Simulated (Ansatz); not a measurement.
# Ta(100) with 4 layers of random Ta-Ru, 2x2: scattering by chemical disorder, part 2 of 2

Wanted: resistance against the alloy's length, first Ta(100) with 4 layers of random Ta-Ru, 2x2.

Ansatz 0.2.0; Ansatz plane-wave DFT, PBE, PAW files; ballistic transport by layer matching (Landauer), zero bias; PAW set soft_1.

So far. Step 2 (With 4 alloy layers): Over the solved energies the transmission per spin lies between 4.84 and 5.11, out of 10.2 channels of the lead on average (up to 10.5).

**3. With 8 alloy layers**

System of this step: Ta(100) with 8 layers of random Ta-Ru, 2x2. The cell holds 72 atoms: 64 Ta and 8 Ru. Its edges and angles: a = 6.605 Å, b = 6.605 Å, c = 29.723 Å, α = 90.0°, β = 90.0°, γ = 90.0°. It derives from Ta. Regions: lead, 40 atoms (40 Ta); scattering region, 32 atoms (24 Ta and 8 Ru). The structure is stacked along c, and the current runs across the ab planes.

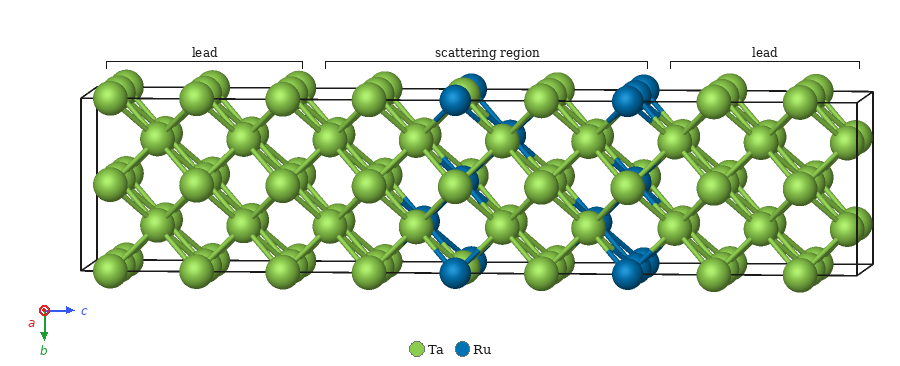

The cell of this step (tantalum green, ruthenium blue). Some periodic images of atoms are drawn too.

The input, input.yaml:

```yaml
crystal:
  lattice:
    - [6.60512, 0.0, 0.0]
    - [0.0, 6.60512, 0.0]
    - [0.0, 0.0, 29.72304]
  atoms:
    - { symbol: Ta, position: [0.0, 0.0, 0.0277777778] }
    - { symbol: Ta, position: [0.0, 0.5, 0.0277777778] }
    - { symbol: Ta, position: [0.5, 0.0, 0.0277777778] }
    - { symbol: Ta, position: [0.5, 0.5, 0.0277777778] }
    - { symbol: Ta, position: [0.25, 0.25, 0.0833333333] }
    - { symbol: Ta, position: [0.25, 0.75, 0.0833333333] }
    - { symbol: Ta, position: [0.75, 0.25, 0.0833333333] }
    - { symbol: Ta, position: [0.75, 0.75, 0.0833333333] }
    - { symbol: Ta, position: [0.0, 0.0, 0.1388888889] }
    - { symbol: Ta, position: [0.0, 0.5, 0.1388888889] }
    - { symbol: Ta, position: [0.5, 0.0, 0.1388888889] }
    - { symbol: Ta, position: [0.5, 0.5, 0.1388888889] }
    - { symbol: Ta, position: [0.25, 0.25, 0.1944444444] }
    - { symbol: Ta, position: [0.25, 0.75, 0.1944444444] }
    - { symbol: Ta, position: [0.75, 0.25, 0.1944444444] }
    - { symbol: Ta, position: [0.75, 0.75, 0.1944444444] }
    - { symbol: Ta, position: [0.0, 0.0, 0.25] }
    - { symbol: Ta, position: [0.0, 0.5, 0.25] }
    - { symbol: Ta, position: [0.5, 0.0, 0.25] }
    - { symbol: Ta, position: [0.5, 0.5, 0.25] }
    - { symbol: Ta, position: [0.25, 0.25, 0.3055555556] }
    - { symbol: Ta, position: [0.25, 0.75, 0.3055555556] }
    - { symbol: Ta, position: [0.75, 0.25, 0.3055555556] }
    - { symbol: Ta, position: [0.75, 0.75, 0.3055555556] }
    - { symbol: Ta, position: [0.0, 0.0, 0.3611111111] }
    - { symbol: Ta, position: [0.0, 0.5, 0.3611111111] }
    - { symbol: Ta, position: [0.5, 0.0, 0.3611111111] }
    - { symbol: Ta, position: [0.5, 0.5, 0.3611111111] }
    - { symbol: Ta, position: [0.25, 0.25, 0.4166666667] }
    - { symbol: Ru, position: [0.25, 0.75, 0.4166666667] }
    - { symbol: Ta, position: [0.75, 0.25, 0.4166666667] }
    - { symbol: Ta, position: [0.75, 0.75, 0.4166666667] }
    - { symbol: Ru, position: [0.0, 0.0, 0.4722222222] }
    - { symbol: Ta, position: [0.0, 0.5, 0.4722222222] }
    - { symbol: Ta, position: [0.5, 0.0, 0.4722222222] }
    - { symbol: Ru, position: [0.5, 0.5, 0.4722222222] }
    - { symbol: Ru, position: [0.25, 0.25, 0.5277777778] }
    - { symbol: Ta, position: [0.25, 0.75, 0.5277777778] }
    - { symbol: Ta, position: [0.75, 0.25, 0.5277777778] }
    - { symbol: Ta, position: [0.75, 0.75, 0.5277777778] }
    - { symbol: Ta, position: [0.0, 0.0, 0.5833333333] }
    - { symbol: Ta, position: [0.0, 0.5, 0.5833333333] }
    - { symbol: Ta, position: [0.5, 0.0, 0.5833333333] }
    - { symbol: Ta, position: [0.5, 0.5, 0.5833333333] }
    - { symbol: Ta, position: [0.25, 0.25, 0.6388888889] }
    - { symbol: Ru, position: [0.25, 0.75, 0.6388888889] }
    - { symbol: Ta, position: [0.75, 0.25, 0.6388888889] }
    - { symbol: Ta, position: [0.75, 0.75, 0.6388888889] }
    - { symbol: Ru, position: [0.0, 0.0, 0.6944444444] }
    - { symbol: Ta, position: [0.0, 0.5, 0.6944444444] }
    - { symbol: Ru, position: [0.5, 0.0, 0.6944444444] }
    - { symbol: Ru, position: [0.5, 0.5, 0.6944444444] }
    - { symbol: Ta, position: [0.25, 0.25, 0.75] }
    - { symbol: Ta, position: [0.25, 0.75, 0.75] }
    - { symbol: Ta, position: [0.75, 0.25, 0.75] }
    - { symbol: Ta, position: [0.75, 0.75, 0.75] }
    - { symbol: Ta, position: [0.0, 0.0, 0.8055555556] }
    - { symbol: Ta, position: [0.0, 0.5, 0.8055555556] }
    - { symbol: Ta, position: [0.5, 0.0, 0.8055555556] }
    - { symbol: Ta, position: [0.5, 0.5, 0.8055555556] }
    - { symbol: Ta, position: [0.25, 0.25, 0.8611111111] }
    - { symbol: Ta, position: [0.25, 0.75, 0.8611111111] }
    - { symbol: Ta, position: [0.75, 0.25, 0.8611111111] }
    - { symbol: Ta, position: [0.75, 0.75, 0.8611111111] }
    - { symbol: Ta, position: [0.0, 0.0, 0.9166666667] }
    - { symbol: Ta, position: [0.0, 0.5, 0.9166666667] }
    - { symbol: Ta, position: [0.5, 0.0, 0.9166666667] }
    - { symbol: Ta, position: [0.5, 0.5, 0.9166666667] }
    - { symbol: Ta, position: [0.25, 0.25, 0.9722222222] }
    - { symbol: Ta, position: [0.25, 0.75, 0.9722222222] }
    - { symbol: Ta, position: [0.75, 0.25, 0.9722222222] }
    - { symbol: Ta, position: [0.75, 0.75, 0.9722222222] }
kpoints:
  mp_grid: { grid: [4, 4, 1] }
hamiltonian:
  xc: pbe
  pseudopotentials: { kind: paw, azcp: { folder: soft_1 } }
scf:
  occupations: { method: fermi_dirac, width: 0.1 }
output:
  transmission: { leads: [[0, 4]], kmesh: [8, 8], e_range: [-0.05, 0.05], de: 0.05 }
  write_potential: true
  write_density: true
  volumetric_format: npy
```

Started as:

```bash
$ ansatz run input.yaml --threads 4 --pin off --max-ram 15360MiB --backend cpu --events-out ev --progress --plain --runs-dir out
```

Numbers of over 12 decimals in the logs are rounded to 6 here.

What it wrote:

```text
[...]
Crystal: 72 atoms, lattice volume = 1296.745 Å³
Basis set: ecut = 420 eV, 25307 PW (Γ)
Bands: 576, of which v1, the nominal top of the filled ones, is band 480 counted from 1 (479 counted from 0)
Symmetry: 1 space group operations
[...]
k-points: 10 of 16 (time reversal used)
[...]
SCF iter   1: F=—  HF=-682964.786045 eV  |F-HF|=—  |Δ(HF+E_count)|=         —  Δρ=2.20e-1  dr2=8.72e3  ethr=3.10e-3  ⟨swp⟩=6.9  Hψ=23702  notcnv=0  defer=21
[...]
SCF iter  11: F=-682762.197193 eV  HF=-682762.197193 eV  |F-HF|=8.15e-9  |Δ(HF+E_count)|=   8.27e-9  Δρ=3.34e-7  dr2=8.06e-9  ethr=1.04e-11  ⟨swp⟩=14.6  Hψ=19417  notcnv=0
SCF 1 converged in 11 iterations: F = -682762.197193 eV  dr2 = 8.06e-9
[...]
transmission: 189 of 1836 steps passed
transmission: 369 of 1836 steps passed
[...]
transmission: 1836 of 1836 steps passed
SCF converged after 11 iterations
Free energy (F): -682762.197193 eV
[...]
Internal energy: -682759.693742 eV  (E = F + TS)
E sigma→0 (E₀):  -682760.945468 eV
Entropy (-TS):   -2.503450 eV (-34.770 meV/atom)
Fermi energy:    18.394489 eV
[...]
--- Band table (eV; the first three rows and the last of 10) ---
  k-point 0: bands = [... 476 lower, 18.8993, 18.9246, 18.9877, 19.0004, 19.0273, 19.0554, 19.0555, 19.0640, ... 92 higher]
  k-point 1: bands = [... 476 lower, 18.6368, 18.6553, 18.6720, 18.6899, 18.7052, 18.7210, 18.7294, 18.7530, ... 92 higher]
  k-point 2: bands = [... 476 lower, 18.2679, 18.2785, 18.2815, 18.3093, 18.3144, 18.3721, 18.3885, 18.4162, ... 92 higher]
  k-point 9: bands = [... 476 lower, 17.7581, 17.7660, 17.7684, 17.7705, 17.7729, 17.7751, 17.7781, 17.7908, ... 92 higher]
--- Transmission ---
  basis      : 377 plane waves across, 54 finite elements along
  points     : 34, standing for a mesh of 8 x 8
[...]
channels       : 1.048438e1 a spin
[...]
junction   : crystal 0 to crystal 0, 2.35 to 30.42 Å
    transmission   : 3.370722e0 a spin
[...]
```

Run time: 17 min. Hardware: 4 threads of Intel Xeon Platinum 8488C (Sapphire Rapids), shared host; peak memory 8.5 GiB.

This step gave:

```
free energy                                   : -682762.1972 eV
energy at zero smearing                       : -682760.9455 eV
Fermi energy                                  : 18.39 eV
transmission per spin nearest the Fermi level : 3.371
step of the lead's potential                  : 5.6 meV
```

Per spin. Table of transmission, zone mean by energy, zero at the Fermi level:

| energy (eV) | transmission, zone mean |
| --- | --- |
| -0.0500 | 3.45 |
| 0.0000 | 3.37 |
| 0.0500 | 3.27 |

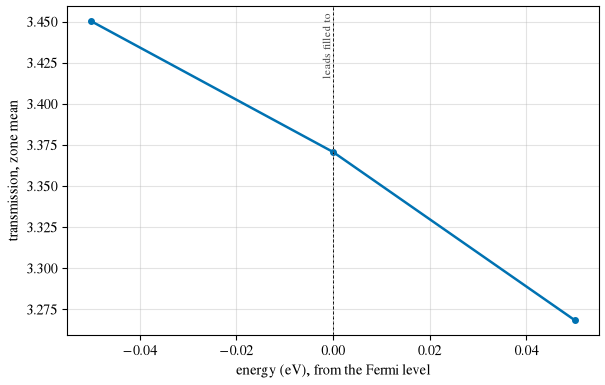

Transmission, zone mean, plotted against energy.

Over the solved energies the transmission per spin lies between 3.27 and 3.45, out of 10.2 channels of the lead on average (up to 10.5).

**4. With 12 alloy layers**

System of this step: Ta(100) with 12 layers of random Ta-Ru, 2x2. The cell holds 88 atoms: 76 Ta and 12 Ru. Cell: a = 6.605 Å, b = 6.605 Å, c = 36.328 Å, α = 90.0°, β = 90.0°, γ = 90.0°. It derives from Ta. Regions: lead, 40 atoms (40 Ta); scattering region, 48 atoms (36 Ta and 12 Ru). The structure is stacked along c, and the current runs across the ab planes.

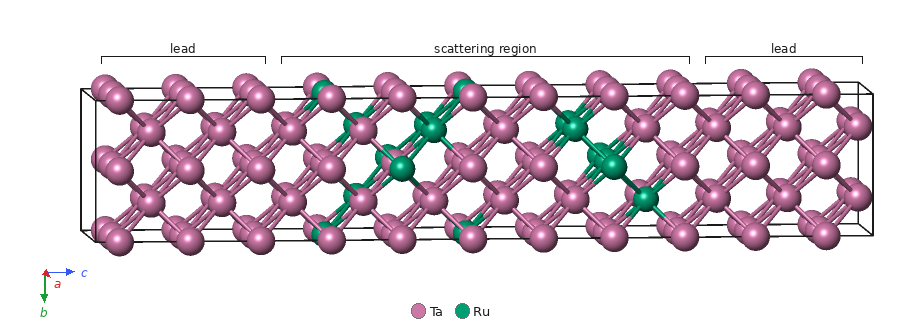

The cell of this step (tantalum pink, ruthenium teal). Some periodic images of atoms are drawn too.

The input, input.yaml:

```yaml
crystal:
  lattice:
    - [6.60512, 0.0, 0.0]
    - [0.0, 6.60512, 0.0]
    - [0.0, 0.0, 36.32816]
  atoms:
    - { symbol: Ta, position: [0.0, 0.0, 0.0227272727] }
    - { symbol: Ta, position: [0.0, 0.5, 0.0227272727] }
    - { symbol: Ta, position: [0.5, 0.0, 0.0227272727] }
    - { symbol: Ta, position: [0.5, 0.5, 0.0227272727] }
    - { symbol: Ta, position: [0.25, 0.25, 0.0681818182] }
    - { symbol: Ta, position: [0.25, 0.75, 0.0681818182] }
    - { symbol: Ta, position: [0.75, 0.25, 0.0681818182] }
    - { symbol: Ta, position: [0.75, 0.75, 0.0681818182] }
    - { symbol: Ta, position: [0.0, 0.0, 0.1136363636] }
    - { symbol: Ta, position: [0.0, 0.5, 0.1136363636] }
    - { symbol: Ta, position: [0.5, 0.0, 0.1136363636] }
    - { symbol: Ta, position: [0.5, 0.5, 0.1136363636] }
    - { symbol: Ta, position: [0.25, 0.25, 0.1590909091] }
    - { symbol: Ta, position: [0.25, 0.75, 0.1590909091] }
    - { symbol: Ta, position: [0.75, 0.25, 0.1590909091] }
    - { symbol: Ta, position: [0.75, 0.75, 0.1590909091] }
    - { symbol: Ta, position: [0.0, 0.0, 0.2045454545] }
    - { symbol: Ta, position: [0.0, 0.5, 0.2045454545] }
    - { symbol: Ta, position: [0.5, 0.0, 0.2045454545] }
    - { symbol: Ta, position: [0.5, 0.5, 0.2045454545] }
    - { symbol: Ta, position: [0.25, 0.25, 0.25] }
    - { symbol: Ta, position: [0.25, 0.75, 0.25] }
    - { symbol: Ta, position: [0.75, 0.25, 0.25] }
    - { symbol: Ta, position: [0.75, 0.75, 0.25] }
    - { symbol: Ta, position: [0.0, 0.0, 0.2954545455] }
    - { symbol: Ta, position: [0.0, 0.5, 0.2954545455] }
    - { symbol: Ru, position: [0.5, 0.0, 0.2954545455] }
    - { symbol: Ta, position: [0.5, 0.5, 0.2954545455] }
    - { symbol: Ru, position: [0.25, 0.25, 0.3409090909] }
    - { symbol: Ru, position: [0.25, 0.75, 0.3409090909] }
    - { symbol: Ta, position: [0.75, 0.25, 0.3409090909] }
    - { symbol: Ta, position: [0.75, 0.75, 0.3409090909] }
    - { symbol: Ta, position: [0.0, 0.0, 0.3863636364] }
    - { symbol: Ru, position: [0.0, 0.5, 0.3863636364] }
    - { symbol: Ta, position: [0.5, 0.0, 0.3863636364] }
    - { symbol: Ta, position: [0.5, 0.5, 0.3863636364] }
    - { symbol: Ru, position: [0.25, 0.25, 0.4318181818] }
    - { symbol: Ta, position: [0.25, 0.75, 0.4318181818] }
    - { symbol: Ru, position: [0.75, 0.25, 0.4318181818] }
    - { symbol: Ta, position: [0.75, 0.75, 0.4318181818] }
    - { symbol: Ta, position: [0.0, 0.0, 0.4772727273] }
    - { symbol: Ta, position: [0.0, 0.5, 0.4772727273] }
    - { symbol: Ru, position: [0.5, 0.0, 0.4772727273] }
    - { symbol: Ta, position: [0.5, 0.5, 0.4772727273] }
    - { symbol: Ta, position: [0.25, 0.25, 0.5227272727] }
    - { symbol: Ta, position: [0.25, 0.75, 0.5227272727] }
    - { symbol: Ta, position: [0.75, 0.25, 0.5227272727] }
    - { symbol: Ta, position: [0.75, 0.75, 0.5227272727] }
    - { symbol: Ta, position: [0.0, 0.0, 0.5681818182] }
    - { symbol: Ta, position: [0.0, 0.5, 0.5681818182] }
    - { symbol: Ta, position: [0.5, 0.0, 0.5681818182] }
    - { symbol: Ta, position: [0.5, 0.5, 0.5681818182] }
    - { symbol: Ru, position: [0.25, 0.25, 0.6136363636] }
    - { symbol: Ta, position: [0.25, 0.75, 0.6136363636] }
    - { symbol: Ru, position: [0.75, 0.25, 0.6136363636] }
    - { symbol: Ta, position: [0.75, 0.75, 0.6136363636] }
    - { symbol: Ta, position: [0.0, 0.0, 0.6590909091] }
    - { symbol: Ru, position: [0.0, 0.5, 0.6590909091] }
    - { symbol: Ta, position: [0.5, 0.0, 0.6590909091] }
    - { symbol: Ru, position: [0.5, 0.5, 0.6590909091] }
    - { symbol: Ta, position: [0.25, 0.25, 0.7045454545] }
    - { symbol: Ta, position: [0.25, 0.75, 0.7045454545] }
    - { symbol: Ta, position: [0.75, 0.25, 0.7045454545] }
    - { symbol: Ru, position: [0.75, 0.75, 0.7045454545] }
    - { symbol: Ta, position: [0.0, 0.0, 0.75] }
    - { symbol: Ta, position: [0.0, 0.5, 0.75] }
    - { symbol: Ta, position: [0.5, 0.0, 0.75] }
    - { symbol: Ta, position: [0.5, 0.5, 0.75] }
    - { symbol: Ta, position: [0.25, 0.25, 0.7954545455] }
    - { symbol: Ta, position: [0.25, 0.75, 0.7954545455] }
    - { symbol: Ta, position: [0.75, 0.25, 0.7954545455] }
    - { symbol: Ta, position: [0.75, 0.75, 0.7954545455] }
    - { symbol: Ta, position: [0.0, 0.0, 0.8409090909] }
    - { symbol: Ta, position: [0.0, 0.5, 0.8409090909] }
    - { symbol: Ta, position: [0.5, 0.0, 0.8409090909] }
    - { symbol: Ta, position: [0.5, 0.5, 0.8409090909] }
    - { symbol: Ta, position: [0.25, 0.25, 0.8863636364] }
    - { symbol: Ta, position: [0.25, 0.75, 0.8863636364] }
    - { symbol: Ta, position: [0.75, 0.25, 0.8863636364] }
    - { symbol: Ta, position: [0.75, 0.75, 0.8863636364] }
    - { symbol: Ta, position: [0.0, 0.0, 0.9318181818] }
    - { symbol: Ta, position: [0.0, 0.5, 0.9318181818] }
    - { symbol: Ta, position: [0.5, 0.0, 0.9318181818] }
    - { symbol: Ta, position: [0.5, 0.5, 0.9318181818] }
    - { symbol: Ta, position: [0.25, 0.25, 0.9772727273] }
    - { symbol: Ta, position: [0.25, 0.75, 0.9772727273] }
    - { symbol: Ta, position: [0.75, 0.25, 0.9772727273] }
    - { symbol: Ta, position: [0.75, 0.75, 0.9772727273] }
kpoints:
  mp_grid: { grid: [4, 4, 1] }
hamiltonian:
  xc: pbe
  pseudopotentials: { kind: paw, azcp: { folder: soft_1 } }
scf:
  occupations: { method: fermi_dirac, width: 0.1 }
output:
  transmission: { leads: [[0, 4]], kmesh: [8, 8], e_range: [-0.05, 0.05], de: 0.05 }
  write_potential: true
  write_density: true
  volumetric_format: npy
```

What it wrote:

```text
[...]
Crystal: 88 atoms, lattice volume = 1584.911 Å³
Basis set: ecut = 420 eV, 30897 PW (Γ)
Bands: 708, of which v1, the nominal top of the filled ones, is band 590 counted from 1 (589 counted from 0)
Symmetry: 1 space group operations
[...]
k-points: 10 of 16 (time reversal used)
[...]
SCF iter   1: F=—  HF=-825786.511791 eV  |F-HF|=—  |Δ(HF+E_count)|=         —  Δρ=2.42e-1  dr2=1.39e4  ethr=3.10e-3  ⟨swp⟩=7.0  Hψ=29497  notcnv=0
[...]
SCF iter  11: F=-825476.876241 eV  HF=-825476.876241 eV  |F-HF|=2.91e-8  |Δ(HF+E_count)|=   4.20e-8  Δρ=6.48e-7  dr2=3.20e-8  ethr=8.47e-12  ⟨swp⟩=15.0  Hψ=30396  notcnv=0
SCF 1 converged in 11 iterations: F = -825476.876241 eV  dr2 = 3.20e-8
[...]
transmission: 240 of 2312 steps passed
transmission: 471 of 2312 steps passed
[...]
transmission: 2312 of 2312 steps passed
SCF converged after 11 iterations
Free energy (F): -825476.876241 eV
[...]
Internal energy: -825473.836977 eV  (E = F + TS)
E sigma→0 (E₀):  -825475.356609 eV
Entropy (-TS):   -3.039264 eV (-34.537 meV/atom)
Fermi energy:    18.357556 eV
[...]
--- Band table (eV; the first three rows and the last of 10) ---
  k-point 0: bands = [... 586 lower, 18.8374, 18.8640, 18.8860, 18.9052, 18.9157, 18.9321, 18.9756, 18.9889, ... 114 higher]
  k-point 1: bands = [... 586 lower, 18.5763, 18.5854, 18.6079, 18.6168, 18.6375, 18.6556, 18.6678, 18.6787, ... 114 higher]
  k-point 2: bands = [... 586 lower, 18.1946, 18.2010, 18.2380, 18.2466, 18.2732, 18.2968, 18.3349, 18.3870, ... 114 higher]
  k-point 9: bands = [... 586 lower, 17.7188, 17.7263, 17.7291, 17.7334, 17.7370, 17.7371, 17.7403, 17.7411, ... 114 higher]
--- Transmission ---
  basis      : 377 plane waves across, 68 finite elements along
  points     : 34, standing for a mesh of 8 x 8
[...]
channels       : 1.048438e1 a spin
[...]
junction   : crystal 0 to crystal 0, 0.70 to 35.37 Å
    transmission   : 2.921685e0 a spin
[...]
```

It took 24 min on 4 threads; peak memory 9 GiB.

This step gave:

- free energy: -825476.8762 eV
- energy at zero smearing: -825475.3566 eV
- Fermi energy: 18.36 eV
- transmission per spin nearest the Fermi level: 2.922
- step of the lead's potential: 3.4 meV

Per spin. Table of transmission, zone mean by energy, zero at the Fermi level:

| energy (eV) | transmission, zone mean |
| --- | --- |
| -0.0500 | 2.95 |
| 0.0000 | 2.92 |
| 0.0500 | 2.84 |

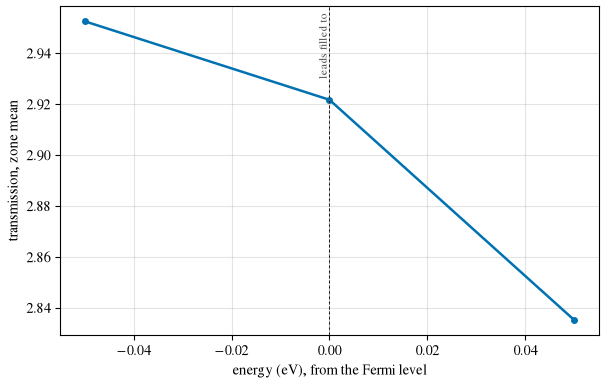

Transmission, zone mean, plotted against energy.

Over the solved energies the transmission per spin lies between 2.84 and 2.95, out of 10.2 channels of the lead on average (up to 10.5).

**5. The fit**

This step: Ansatz plane-wave DFT, PBE, PAW files; ballistic transport by layer matching (Landauer), zero bias; residual resistivity from the slope of the area resistance, atoms on the host's lattice; PAW set soft_1 (Ansatz 0.2.0).

This step gave:

```
resistivity           : 61.36 µΩ cm
intercept             : 0.2190 fΩ m²
scatter about the fit : 0.06600 fΩ m²
```

Resistance, by row:

| run | length (Å) | T | channels N | RA (fΩ m²) |
| --- | --- | --- | --- | --- |
| n4 | 6.605 | 4.988 | 10.21 | 0.5776 |
| n8 | 13.21 | 3.363 | 10.21 | 1.123 |
| n12 | 19.82 | 2.903 | 10.21 | 1.388 |

Area resistance against length of the alloy:

| length of the alloy (Å) | area resistance (fΩ m²) |
| --- | --- |
| 6.61 | 0.578 |
| 13.21 | 1.12 |
| 19.82 | 1.39 |

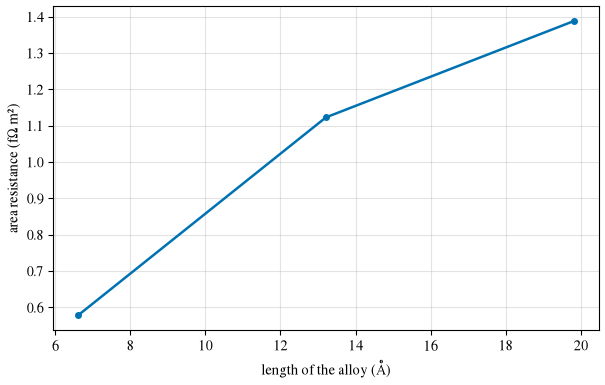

Area resistance, plotted against length of the alloy.

The area resistance goes from 0.58 to 1.4 fΩ m² between 6.6 and 19.8 Å, a slope of 61 µΩ cm.

By hand from the end points: (1.388 − 0.5776) fΩ m² / (19.82 − 6.61) Å = 61 µΩ cm, since 1 fΩ m² per Å is 1000 µΩ cm.

**6. Summary of results**

```yaml
resistivity_from_the_slope: 61.4 µΩ cm
area_resistance_over_6p61_a: 0.578 fΩ m²
area_resistance_over_13p2_a: 1.12 fΩ m²
area_resistance_over_19p8_a: 1.39 fΩ m²
```

What this shows: The slope gives 61 µΩ cm. The points scatter by 0.066 fΩ m² about the line, with one random draw a length in a 2x2 cell, so the slope is a rough value. Read with a model of isotropic scattering on a spherical Fermi surface and the lead's 1.8×10¹⁵ S/m², this slope means a mean free path near 6.8 Å; over these lengths the model's slope is within 3 % of its bulk resistivity. The atoms sit on the host's lattice, so scattering by size misfit is left out. Spin-orbit coupling is left out, which matters for Ta.

[Logs are printed without paths, hosts, clocks, repeated set-up lines and the standing remarks that a program may print on its own settings, such as how far it seeks lower states.]

[Hosts, paths, dates, database ids (printed as entryN), source tags and the programs' standing remarks are cut or masked in the printed files.]
